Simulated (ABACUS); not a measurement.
# Run report: Ni, geometry relaxation (part 3 of 4)

Continued. System: Ni (1 atom in the cell). Method: Kohn-Sham DFT of a periodic cell, revPBE, SG15 ONCV 1.2 PBE, spin-polarised (ABACUS 3.10.1); cutoff 1333.36 eV, 10×10×10 k-mesh, fermi-dirac of 0.05 eV, collinear spins. The structure derives from a Materials Project entry.

Geometry of the input (Å; fractional positions):
```
-1.7376  0.0000  1.7376
0.0000  1.7376  1.7376
-1.7376  1.7376  0.0000
Ni 0.0000  0.0000  0.0000
```

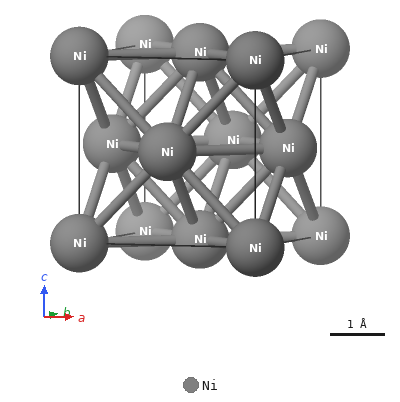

Figure 1. The structure as given in the input (ball-and-stick view of the cell 4 times as large as that of the calculation, set on its symmetry axes, seen at an oblique angle).

### The program's output, continued
```
 Relaxation is not converged yet!
DIRECT COORDINATES
    atom                   x                   y                   z     mag                  vx                  vy                  vz
taud_Ni1            0.0000000000        0.0000000000        0.0000000000  1.0000        0.0000000000        0.0000000000        0.0000000000

                          Volume (Bohr^3) = 76.412619
                             Volume (A^3) = 11.323168

 Lattice vectors: (Cartesian coordinate: in unit of a_0)
            -0.512869           +0.000000           +0.512869
            +0.000000           +0.512869           +0.512869
            -0.512869           +0.512869           +0.000000
 Reciprocal vectors: (Cartesian coordinate: in unit of 2 pi/a_0)
            -0.974908           -0.974908           +0.974908
            +0.974908           +0.974908           +0.974908
            -0.974908           +0.974908           -0.974908

 -------------------------------------------
 STEP OF RELAXATION : 5
 -------------------------------------------

[... set-up of the moved cell ...]

 PW ALGORITHM --------------- ION=   5  ELEC=   1--------------------------------
 Notice: Threshold on eigenvalues was too large.
 hsover_error=0.180000 > DRHO=0.000000
 Origin diag ethr = 0.010000
 New diag ethr = 0.000000
          total magnetism (Bohr mag/cell) = 0.704762
       absolute magnetism (Bohr mag/cell) = 0.793951
                        nelec for spin up = 9.352381
                      nelec for spin down = 8.647619

 Density error is 0.000000291332
                          Error Threshold = 0.000000000463
----------------------------------------------------------
     Energy           Rydberg                 eV
----------------------------------------------------------
 E_KohnSham     -308.3765554604      -4195.6782838750
 E_Harris       -308.3842428035      -4195.7828755426
 E_Fermi        1.4064685828         19.1359867847
----------------------------------------------------------

 PW ALGORITHM --------------- ION=   5  ELEC=   2--------------------------------
          total magnetism (Bohr mag/cell) = 0.704485760840
       absolute magnetism (Bohr mag/cell) = 0.793652853313
                        nelec for spin up = 9.352242880420
                      nelec for spin down = 8.647757119580

 Density error is 0.000000015869
                          Error Threshold = 0.000000001619
----------------------------------------------------------
     Energy           Rydberg                 eV
----------------------------------------------------------
 E_KohnSham     -308.3765555306      -4195.6782848301
 E_Harris       -308.3748853419      -4195.6555607469
 E_Fermi        1.4062946442         19.1336202275
----------------------------------------------------------

 PW ALGORITHM --------------- ION=   5  ELEC=   3--------------------------------
          total magnetism (Bohr mag/cell) = 0.704428590161
       absolute magnetism (Bohr mag/cell) = 0.793572982703
                        nelec for spin up = 9.352214295080
                      nelec for spin down = 8.647785704920

 Density error is 0.000000001509
                          Error Threshold = 0.000000000088
----------------------------------------------------------
     Energy           Rydberg                 eV
----------------------------------------------------------
 E_KohnSham     -308.3765555333      -4195.6782848660
 E_KS(sigma->0) -308.3760117251      -4195.6708859758
 E_Harris       -308.3762957523      -4195.6747503646
 E_band         -19.5161788845       -265.5312360161
 E_one_elec     -135.0292898746      -1837.1677391883
 E_Hartree      77.4940880544        1054.3611588535
 E_xc           -30.3126780624       -412.4251432886
 E_Ewald        -220.5275880342      -3000.4317634622
 E_entropy(-TS) -0.0010876164        -0.0147977804
 E_descf        0.0000000000         0.0000000000
 E_exx          0.0000000000         0.0000000000
 E_Fermi        1.4063108499         19.1338407179
----------------------------------------------------------

 charge density convergence is achieved
 final etot is -4195.67828486602 eV
 EFERMI = 19.13384071794 eV

 STATE ENERGY(eV) AND OCCUPATIONS    NSPIN == 2
SPIN UP :
[... levels at 24 further k points ...]

------------------------------------------------------------------------------------------
 TOTAL-FORCE (eV/Angstrom)
------------------------------------------------------------------------------------------
                       Ni1         0.0000000000         0.0000000000         0.0000000000
------------------------------------------------------------------------------------------

----------------------------------------------------------------
 TOTAL-STRESS (KBAR)
----------------------------------------------------------------
         1.4692763411        -0.0000000000         0.0000000000
        -0.0000000000         1.4692763411         0.0000000000
         0.0000000000         0.0000000000         1.4692763411
----------------------------------------------------------------
 TOTAL-PRESSURE: 1.469276 KBAR

 Largest gradient in force is 0.000000 eV/A.
 Threshold is 0.005000 eV/A.

 Largest gradient in stress is 1.469276 kbar.
 Threshold is 0.500000 kbar.

 Relaxation is not converged yet!
DIRECT COORDINATES
    atom                   x                   y                   z     mag                  vx                  vy                  vz
taud_Ni1            0.0000000000        0.0000000000        0.0000000000  1.0000        0.0000000000        0.0000000000        0.0000000000

                          Volume (Bohr^3) = 76.467720
                             Volume (A^3) = 11.331333

 Lattice vectors: (Cartesian coordinate: in unit of a_0)
            -0.512992           +0.000000           +0.512992
            +0.000000           +0.512992           +0.512992
            -0.512992           +0.512992           +0.000000
 Reciprocal vectors: (Cartesian coordinate: in unit of 2 pi/a_0)
            -0.974674           -0.974674           +0.974674
            +0.974674           +0.974674           +0.974674
            -0.974674           +0.974674           -0.974674

 -------------------------------------------
 STEP OF RELAXATION : 6
 -------------------------------------------

[... set-up of the moved cell ...]

 PW ALGORITHM --------------- ION=   6  ELEC=   1--------------------------------
 Notice: Threshold on eigenvalues was too large.
 hsover_error=0.180000 > DRHO=0.000000
 Origin diag ethr = 0.010000
 New diag ethr = 0.000000
          total magnetism (Bohr mag/cell) = 0.704078
       absolute magnetism (Bohr mag/cell) = 0.793256
                        nelec for spin up = 9.352039
                      nelec for spin down = 8.647961

 Density error is 0.000000771073
                          Error Threshold = 0.000000002690
----------------------------------------------------------
     Energy           Rydberg                 eV
----------------------------------------------------------
 E_KohnSham     -308.3765555095      -4195.6782845430
 E_Harris       -308.3640017581      -4195.5074819927
 E_Fermi        1.4048118445         19.1134457037
----------------------------------------------------------

 PW ALGORITHM --------------- ION=   6  ELEC=   2--------------------------------
          total magnetism (Bohr mag/cell) = 0.704529058152
       absolute magnetism (Bohr mag/cell) = 0.793696229314
                        nelec for spin up = 9.352264529076
                      nelec for spin down = 8.647735470924

 Density error is 0.000000038796
                          Error Threshold = 0.000000004284
----------------------------------------------------------
     Energy           Rydberg                 eV
----------------------------------------------------------
 E_KohnSham     -308.3765556928      -4195.6782870367
 E_Harris       -308.3791785436      -4195.7139727517
 E_Fermi        1.4050936118         19.1172793442
----------------------------------------------------------

 PW ALGORITHM --------------- ION=   6  ELEC=   3--------------------------------
          total magnetism (Bohr mag/cell) = 0.704618398543
       absolute magnetism (Bohr mag/cell) = 0.793824625352
                        nelec for spin up = 9.352309199272
                      nelec for spin down = 8.647690800728

 Density error is 0.000000003749
                          Error Threshold = 0.000000000216
----------------------------------------------------------
     Energy           Rydberg                 eV
----------------------------------------------------------
 E_KohnSham     -308.3765556999      -4195.6782871328
 E_KS(sigma->0) -308.3760116860      -4195.6708854448
 E_Harris       -308.3769888736      -4195.6841807640
 E_band         -19.5365788711       -265.8087920729
 E_one_elec     -135.1144207859      -1838.3260046573
 E_Hartree      77.5257874848        1054.7924517310
 E_xc           -30.3122282823       -412.4190237157
 E_Ewald        -220.4746060889      -2999.7109071148
 E_entropy(-TS) -0.0010880277        -0.0148033760
 E_descf        0.0000000000         0.0000000000
 E_exx          0.0000000000         0.0000000000
 E_Fermi        1.4050680030         19.1169309177
----------------------------------------------------------

 charge density convergence is achieved
 final etot is -4195.67828713282 eV
 EFERMI = 19.11693091768 eV

 STATE ENERGY(eV) AND OCCUPATIONS    NSPIN == 2
SPIN UP :
[... levels at 24 further k points ...]

------------------------------------------------------------------------------------------
 TOTAL-FORCE (eV/Angstrom)
------------------------------------------------------------------------------------------
                       Ni1         0.0000000000         0.0000000000         0.0000000000
------------------------------------------------------------------------------------------

----------------------------------------------------------------
 TOTAL-STRESS (KBAR)
----------------------------------------------------------------
        -0.8149735399         0.0000000000        -0.0000000000
         0.0000000000        -0.8149735399         0.0000000000
        -0.0000000000        -0.0000000000        -0.8149735399
----------------------------------------------------------------
 TOTAL-PRESSURE: -0.814974 KBAR

 Largest gradient in force is 0.000000 eV/A.
 Threshold is 0.005000 eV/A.

 Largest gradient in stress is 0.814974 kbar.
 Threshold is 0.500000 kbar.

 Relaxation is not converged yet!
DIRECT COORDINATES
    atom                   x                   y                   z     mag                  vx                  vy                  vz
taud_Ni1            0.0000000000        0.0000000000        0.0000000000  1.0000        0.0000000000        0.0000000000        0.0000000000

                          Volume (Bohr^3) = 76.439637
                             Volume (A^3) = 11.327172

 Lattice vectors: (Cartesian coordinate: in unit of a_0)
            -0.512929           +0.000000           +0.512929
            -0.000000           +0.512929           +0.512929
            -0.512929           +0.512929           +0.000000
 Reciprocal vectors: (Cartesian coordinate: in unit of 2 pi/a_0)
            -0.974793           -0.974793           +0.974793
            +0.974793           +0.974793           +0.974793
            -0.974793           +0.974793           -0.974793

 -------------------------------------------
 STEP OF RELAXATION : 7
 -------------------------------------------

[... set-up of the moved cell ...]

 PW ALGORITHM --------------- ION=   7  ELEC=   1--------------------------------
 Notice: Threshold on eigenvalues was too large.
 hsover_error=0.180000 > DRHO=0.000000
 Origin diag ethr = 0.010000
 New diag ethr = 0.000000
          total magnetism (Bohr mag/cell) = 0.704754
       absolute magnetism (Bohr mag/cell) = 0.793946
                        nelec for spin up = 9.352377
                      nelec for spin down = 8.647623

 Density error is 0.000000117170
                          Error Threshold = 0.000000000373
----------------------------------------------------------
     Energy           Rydberg                 eV
----------------------------------------------------------
 E_KohnSham     -308.3765556471      -4195.6782864149
 E_Harris       -308.3812362656      -4195.7419694965
 E_Fermi        1.4058008185         19.1269013853
----------------------------------------------------------

 PW ALGORITHM --------------- ION=   7  ELEC=   2--------------------------------
          total magnetism (Bohr mag/cell) = 0.704547938042
       absolute magnetism (Bohr mag/cell) = 0.793750825133
                        nelec for spin up = 9.352273969021
                      nelec for spin down = 8.647726030979

 Density error is 0.000000007353
                          Error Threshold = 0.000000000651
----------------------------------------------------------
     Energy           Rydberg                 eV
----------------------------------------------------------
 E_KohnSham     -308.3765556718      -4195.6782867501
 E_KS(sigma->0) -308.3760117693      -4195.6708865770
 E_Harris       -308.3755169551      -4195.6641542849
 E_band         -19.5266133427       -265.6732041033
 E_one_elec     -135.0717319958      -1837.7451938722
 E_Hartree      77.5104380247        1054.5836116120
 E_xc           -30.3125718089       -412.4236976359
 E_Ewald        -220.5016020867      -3000.0782065079
 E_entropy(-TS) -0.0010878050        -0.0148003461
 E_descf        0.0000000000         0.0000000000
 E_exx          0.0000000000         0.0000000000
 E_Fermi        1.4056899253         19.1253926059
----------------------------------------------------------

 charge density convergence is achieved
 final etot is -4195.67828675006 eV
 EFERMI = 19.12539260590 eV

 STATE ENERGY(eV) AND OCCUPATIONS    NSPIN == 2
SPIN UP :
[... levels at 24 further k points ...]

------------------------------------------------------------------------------------------
 TOTAL-FORCE (eV/Angstrom)
------------------------------------------------------------------------------------------
                       Ni1         0.0000000000         0.0000000000         0.0000000000
------------------------------------------------------------------------------------------

----------------------------------------------------------------
 TOTAL-STRESS (KBAR)
----------------------------------------------------------------
         1.4277401475         0.0000000000        -0.0000000000
         0.0000000000         1.4277401475         0.0000000000
        -0.0000000000        -0.0000000000         1.4277401475
----------------------------------------------------------------
 TOTAL-PRESSURE: 1.427740 KBAR

 Largest gradient in force is 0.000000 eV/A.
 Threshold is 0.005000 eV/A.

 Largest gradient in stress is 1.427740 kbar.
 Threshold is 0.500000 kbar.

 Relaxation is not converged yet!
DIRECT COORDINATES
    atom                   x                   y                   z     mag                  vx                  vy                  vz
taud_Ni1            0.0000000000        0.0000000000        0.0000000000  1.0000        0.0000000000        0.0000000000        0.0000000000

                          Volume (Bohr^3) = 76.457512
                             Volume (A^3) = 11.329821
```
